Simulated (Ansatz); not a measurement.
**Single-point calculation, with input and output: C$_{16}$HSi$_{16}$ (part 2 of 2)**

C$_{16}$HSi$_{16}$ (slab, 33 atoms in the cell); DFT PBE+D3(BJ), scalar-relativistic, plane waves, PAW, PAW set soft_1, spin-polarised (Ansatz 0.2.0); cutoff 420 eV, 5×3×1 k-mesh, Gaussian smearing of 0.05 eV, collinear spins. The structure derives from an entry of the Crystallography Open Database.

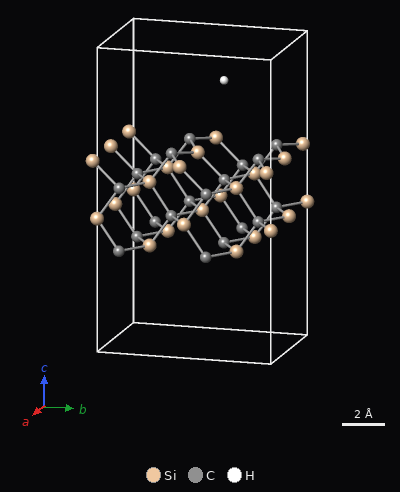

The structure (ball-and-stick view of the cell of the calculation, with the vacuum cut short, seen slightly off an axis). An atom can appear more than once, as a periodic image.

**Output, continued**
```
E sigma→0 (E₀):  -14193.165573 eV
Entropy (-TS):   -0.000000 eV (-0.000 meV/atom)
Fermi energy:    -0.693362 eV
Dipole field:    D = -0.004301 V/Å  (p = -0.028001 e·Å, saw-weighted, corrected)
Work function:   Φ+ = 5.0179 eV   Φ− = 4.9232 eV
Levels:          The Fermi level and band energies are counted from a zero that moves with the ramp; work functions are not
--- Per-component energies (eV) ---
  E_band       = -888.326898
  E_kinetic    = 2093.083535
  E_local      = -54922.014277  (includes V_loc(G=0)·N_el)
  E_nonlocal   = 728.331763
  E_hartree    = 26538.473416
  E_xc         = -1675.862423
  E_vxc        = -1717.832470  (∫ρ·V_xc dr)
  E_paw        = -9782.134493  (= ΣΔE_a)
  E_vpaw       = -145.912699  (= ΣTr[D̂ρ^β])
  E_aug_tail   = 0.000112  (compensation charges beyond the density's cutoff)
  E_efield     = 0.000060  (sawtooth field / dipole correction)
  E_vefield    = -0.930339  (∫n·V_field dr)
  E_ewald      = 22833.845939
  E_disp       = -6.889205  (pairwise vdW)
  E_smearing   = -0.000000  (= −TS)
  E_closure    = -0.000000  (closes the sum)
  Σ components = -14193.165573   (vs F -14193.165573, Δ=0.00e0)
--- Forces (eV/Å), atoms counted from 1 ---
  atom   1  Si     0.00014225    -2.71146728     1.88392332
  atom   2  Si    -0.00002620    -2.71191066     1.88406604
  atom   3  Si    -0.00014225    -2.71146728     1.88392332
  atom   4  Si     0.00002620    -2.71191066     1.88406604
  atom   5  C      0.00000000     1.76260303    -0.59265232
  atom   6  C      0.00000000     1.76307503    -0.59282459
  atom   7  C      0.00000000     1.76256978    -0.59250406
  atom   8  C      0.00000000     1.76307183    -0.59288122
  atom   9  Si     0.00000000     0.30889048    -1.11315863
  atom  10  Si     0.00000000     0.30909662    -1.11290469
  atom  11  Si     0.00000000     0.30885965    -1.11337825
  atom  12  Si     0.00000000     0.30924043    -1.11261107
  atom  13  C      0.00013690     0.63922171    -0.17349385
  atom  14  C     -0.00004470     0.63915884    -0.17277201
  atom  15  C     -0.00013690     0.63922171    -0.17349385
  atom  16  C      0.00004470     0.63915884    -0.17277201
  atom  17  Si    -0.00084599    -0.00022782    -0.00586817
  atom  18  Si     0.00046559    -0.00238211    -0.00651540
  atom  19  Si     0.00084599    -0.00022782    -0.00586817
  atom  20  Si    -0.00046559    -0.00238211    -0.00651540
  atom  21  C      0.00000000    -0.00329965    -0.00407944
  atom  22  C      0.00000000    -0.00125524    -0.00375438
  atom  23  C      0.00000000    -0.00264231    -0.00372287
  atom  24  C      0.00000000    -0.00213332    -0.00358796
  atom  25  Si     0.00000000    -0.00193830     0.00270379
  atom  26  Si     0.00000000    -0.00284598     0.00693240
  atom  27  Si     0.00000000    -0.00271999     0.00351229
  atom  28  Si     0.00000000     0.00599113     0.02648054
  atom  29  C     -0.00122042     0.00463422     0.00156511
  atom  30  C      0.00039965     0.00581151     0.00660110
  atom  31  C      0.00122042     0.00463422     0.00156511
  atom  32  C     -0.00039965     0.00581151     0.00660110
  atom  33  H      0.00000000    -0.00228213    -0.03644578
  max |Σ_I F_I| component: 1.36e-4 eV/Å
--- Band table (eV; the first three rows and the last of 12) ---
  k-point 0 ↑: bands = ["-16.4557", "-15.0225", "-14.7865", "-14.5797", "-13.6350", "-13.5550", "-13.3792", "-13.0659", "-13.0001", "-12.8930", "-12.3811", "-12.0465", "-11.7785", "-11.6354", "-11.5177", "-11.1127", "-9.9722", "-9.4665", "-8.9167", "-8.6028", "-8.5335", "-8.4491", "-8.2386", "-8.2373", "-8.1748", "-7.6075", "-7.5250", "-7.2975", "-6.1300", "-5.9106", "-5.7304", "-5.6986", "-5.4856", "-5.3763", "-5.3578", "-5.2936", "-5.1167", "-4.6591", "-4.6560", "-4.5858", "-4.5015", "-4.4920", "-3.8516", "-3.8061", "-3.7855", "-3.5560", "-3.3401", "-3.3155", "-3.3047", "-3.2835", "-3.2627", "-3.0824", "-2.9773", "-2.8282", "-2.2262", "-2.1927", "-2.0232", "-1.6821", "-1.6215", "-1.4956", "-1.3758", "-1.3060", "-1.2019", "-1.0890", "-1.0816", "-0.4880", "-0.3187", "-0.0712", "-0.0200", "0.3205", "0.7848", "0.9002", "1.3044", "1.9512", "2.0655", "2.1915", "3.0941", "3.1311", "3.6569", "3.7567", "3.9168", "3.9479", "4.0098", "4.1954", "4.5664", "4.6494", "4.6580", "4.7559", "4.7914", "4.8193", "4.8592", "5.0794", "5.1875", "5.2931", "5.3946", "5.4127", "5.5140", "5.5889"]
  k-point 1 ↑: bands = ["-16.2792", "-15.7581", "-14.4369", "-14.0502", "-13.7729", "-13.4422", "-13.2770", "-13.1713", "-13.0380", "-12.6872", "-12.6504", "-12.1570", "-11.9850", "-11.8514", "-11.4306", "-11.2309", "-9.5329", "-9.0655", "-8.6927", "-8.6642", "-8.4203", "-8.3901", "-8.3282", "-8.1366", "-8.1311", "-8.1197", "-7.8961", "-7.8667", "-6.3745", "-6.2572", "-5.4573", "-5.3820", "-5.3754", "-5.0136", "-4.9357", "-4.8573", "-4.8219", "-4.6962", "-4.6710", "-4.4911", "-4.4676", "-4.3623", "-3.9934", "-3.8999", "-3.8893", "-3.8034", "-3.7478", "-3.5881", "-3.4354", "-3.3979", "-3.3165", "-3.1938", "-3.0555", "-2.7083", "-2.3228", "-1.8642", "-1.8054", "-1.7521", "-1.5487", "-1.5073", "-1.4194", "-1.3979", "-1.1519", "-1.0767", "-0.9875", "-0.3793", "-0.1461", "-0.1240", "0.1553", "0.4300", "0.4416", "1.1185", "1.4064", "2.0562", "2.1899", "2.2602", "2.3775", "3.1483", "3.3102", "3.5373", "3.8368", "3.8538", "3.8707", "4.0185", "4.1052", "4.2572", "4.3606", "4.4275", "4.6217", "4.8000", "4.8607", "5.0078", "5.0798", "5.3167", "5.3424", "5.4600", "5.5751", "5.6279"]
  k-point 2 ↑: bands = ["-16.3257", "-14.9011", "-14.6694", "-14.4649", "-14.4546", "-13.5204", "-13.3497", "-13.2070", "-12.9482", "-12.7699", "-12.3972", "-12.2848", "-12.0882", "-11.5723", "-11.4514", "-11.1983", "-9.4165", "-8.9488", "-8.8283", "-8.7059", "-8.5010", "-8.1638", "-8.1331", "-8.1168", "-7.7928", "-7.5796", "-7.3655", "-6.4415", "-6.2789", "-6.0674", "-6.0280", "-5.8492", "-5.8382", "-5.6011", "-5.4820", "-5.1809", "-5.1190", "-4.7769", "-4.6008", "-4.4828", "-4.4002", "-4.2694", "-4.0752", "-4.0692", "-3.9557", "-3.8692", "-3.7498", "-3.5476", "-3.5131", "-3.4805", "-3.3386", "-3.2915", "-3.1372", "-3.0045", "-2.7145", "-2.3739", "-2.1970", "-1.9170", "-1.8486", "-1.4972", "-1.3535", "-1.2628", "-1.1703", "-1.0585", "-0.9539", "-0.5187", "-0.0642", "-0.0239", "0.3430", "0.3768", "0.8433", "1.3386", "1.4796", "1.8259", "2.2708", "2.6407", "3.4892", "3.6357", "3.7855", "3.9024", "4.0218", "4.1237", "4.2954", "4.3633", "4.4841", "4.7111", "4.8335", "4.8374", "4.9442", "5.0667", "5.1106", "5.1773", "5.2253", "5.3167", "5.3590", "5.4058", "5.4253", "5.4697"]
  k-point 5 ↓: bands = ["-15.7668", "-15.2593", "-15.1438", "-14.6604", "-13.9461", "-13.5830", "-13.3602", "-13.3560", "-13.0661", "-12.8966", "-12.3659", "-12.2204", "-12.1738", "-11.7809", "-11.7498", "-11.4150", "-8.7472", "-8.6644", "-8.3203", "-8.3166", "-8.0614", "-7.9897", "-7.9332", "-7.7613", "-7.2194", "-6.8667", "-6.7674", "-6.7623", "-6.4089", "-6.2062", "-6.0540", "-5.9381", "-5.7085", "-5.6141", "-5.5656", "-5.4631", "-5.4424", "-5.3064", "-4.9896", "-4.8330", "-4.6367", "-4.6046", "-4.3871", "-4.1089", "-4.1048", "-4.0302", "-3.8404", "-3.7626", "-3.7133", "-3.5793", "-3.5390", "-3.4502", "-3.3477", "-3.1300", "-3.0496", "-2.7899", "-1.8661", "-1.7539", "-1.5461", "-1.4848", "-1.2844", "-1.2325", "-1.0641", "-0.9872", "-0.0644", "-0.0083", "0.1028", "0.2290", "1.0108", "1.0796", "1.3048", "1.5551", "2.6382", "2.8329", "3.2376", "3.2606", "3.4632", "3.8148", "3.8653", "3.9711", "4.0282", "4.2153", "4.3912", "4.5875", "4.7285", "4.7825", "4.8175", "5.0774", "5.1521", "5.1975", "5.2659", "5.3168", "5.4263", "5.4493", "5.6249", "5.8256", "5.8693", "5.9724"]
--- Löwdin populations: 33 sites ---
  site symbol       q [e]    m [muB]
     0     Si      3.0397    -0.0001
     1     Si      3.0397    -0.0001
     2     Si      3.0397    -0.0001
     3     Si      3.0397    -0.0001
     4      C      4.8693     0.0001
     5      C      4.8693     0.0005
     6      C      4.8693     0.0005
     7      C      4.8693     0.0004
     8     Si      2.9917    -0.0000
     9     Si      2.9917    -0.0000
    10     Si      2.9917    -0.0000
    11     Si      2.9915    -0.0001
    12      C      4.9126     0.0001
    13      C      4.9126     0.0001
    14      C      4.9126     0.0001
    15      C      4.9126     0.0001
    16     Si      2.9690     0.0003
    17     Si      2.9690    -0.0000
    18     Si      2.9690     0.0003
    19     Si      2.9690    -0.0000
    20      C      4.9456     0.0002
    21      C      4.9456     0.0001
    22      C      4.9454     0.0001
    23      C      4.9454     0.0003
    24     Si      2.9015     0.0000
    25     Si      2.9021    -0.0004
    26     Si      2.9021    -0.0002
    27     Si      2.9060    -0.0010
    28      C      4.9340     0.0012
    29      C      4.9345     0.0008
    30      C      4.9340     0.0012
    31      C      4.9345     0.0008
    32      H      0.9944     0.9923
  spilling = 0.013534 (of n_electrons = 129.000000)
```

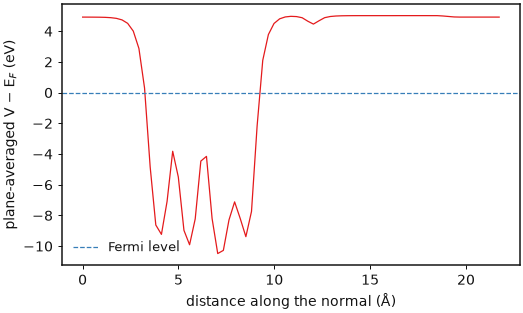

Plane average of the electrostatic potential energy of an electron across the cell, from the Fermi level. The vacuum level lies 5.02 eV above the Fermi level on the upper side and 4.92 eV on the lower.

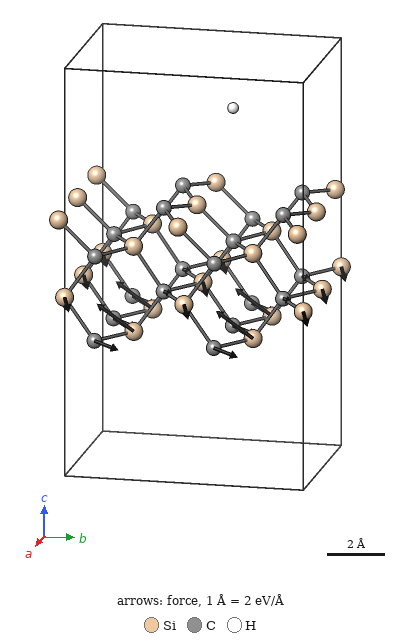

Forces on the atoms as black arrows (ball-and-stick view of the cell of the calculation, with the vacuum cut short, seen slightly off an axis); the smallest are left out. The largest act on Si1, Si2, Si3, Si4 (3.30 eV/Å); C5, C6, C7, C8 (1.86 eV/Å); Si9, Si10, Si11, Si12 (1.16 eV/Å). Atoms are counted from 1 in the order of the input and aren't labelled in the picture. The geometry is not a stationary point of this energy.

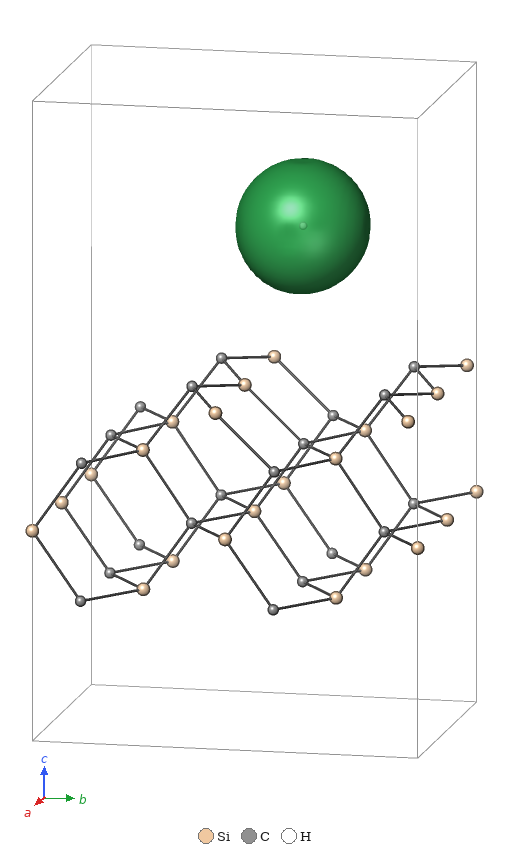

Isosurfaces of the spin density at +0.008 (green) and −0.008 e/Å³ (red), seen slightly off an axis. Sticks mark near contacts. The spin density sits on H: +0.9 μB in one cell of 33 atoms: a single local moment. The cell of the calculation (33 atoms) carries 1.0 μB net. Only one sign reaches the isovalue. In a PAW calculation such maps are meaningful between the atoms, not at the nuclei.

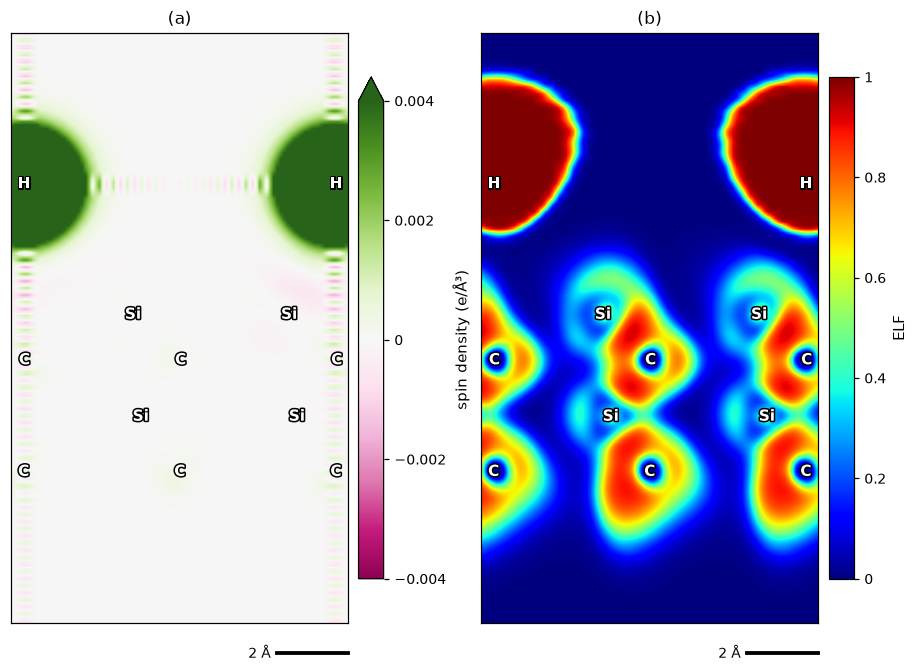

(a) magnetisation density (up minus down); (b) electron localisation function on the (100) plane of the calculation cell, a cut from vacuum to vacuum. The section cuts through C, Si and H sites. Si–C (1.83 Å): the ELF peaks at about 0.90 between the atoms (a shared electron pair). The spin density sits on H: +0.9 μB in one cell of 33 atoms: a single local moment. The cell of the calculation (33 atoms) carries 1.0 μB net.

**Key numbers**

```tsv
quantity	value
outcome	converged
electrons treated	129
free energy	−14193.1656 eV
work function, top face	5.02 eV
work function, bottom face	4.92 eV
Fermi energy	−0.693 eV
gap on the k-point mesh	0.35 eV
net moment of the cell	1.00 μB
integrated absolute moment	1.02 μB
work function (upper face)	5.02 eV
largest force (length of the vector)	3.302 eV/Å
wall time	90 s (CPU time 5.6 min)
peak memory	2.9 GiB
```

Warnings of the run: the state was not tested for a lower one; the exchange-correlation potential is rough where the density is thin.
